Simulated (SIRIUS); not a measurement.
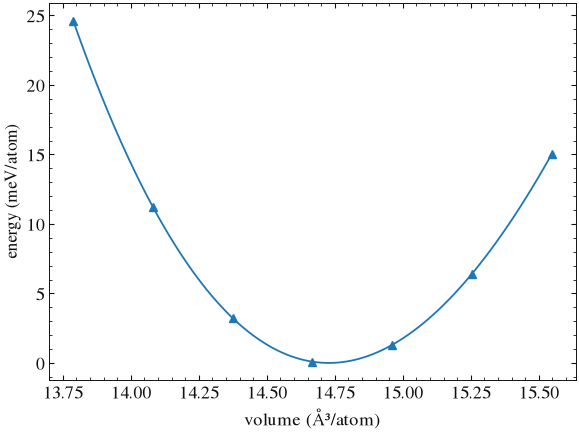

The figure shows the energy against volume for Si, space group P6/mmm (No. 191).

Cell as given: a = 2.621 Å, b = 2.621 Å, c = 2.466 Å, α = 90.00°, β = 90.00°, γ = 120.00°; 1 atom.

Calculation (SIRIUS 7.10.0): plane-wave DFT, no spin polarisation; energies at scaled volumes of the given cell, shape and fractions fixed, counted from the fit's minimum, third-order Birch-Murnaghan fit. Level: PBEsol.

k mesh 12×12×11; occupations Fermi–Dirac; smearing width 0.05 eV; potentials dojo sr pbesol 0.4.1 standard; wave cutoff 489.8 eV; density cutoff 1959 eV.

Tabulate the plotted points.

| volume (Å³/atom) | energy (meV/atom) |
| --- | --- |
| 13.79 | 24.63 |
| 14.08 | 11.23 |
| 14.37 | 3.22 |
| 14.67 | 0.09 |
| 14.96 | 1.30 |
| 15.25 | 6.42 |
| 15.55 | 15.02 |

Keep in mind: shape and atomic fractions are frozen while scaling, which makes layered, chain and framework solids too stiff.
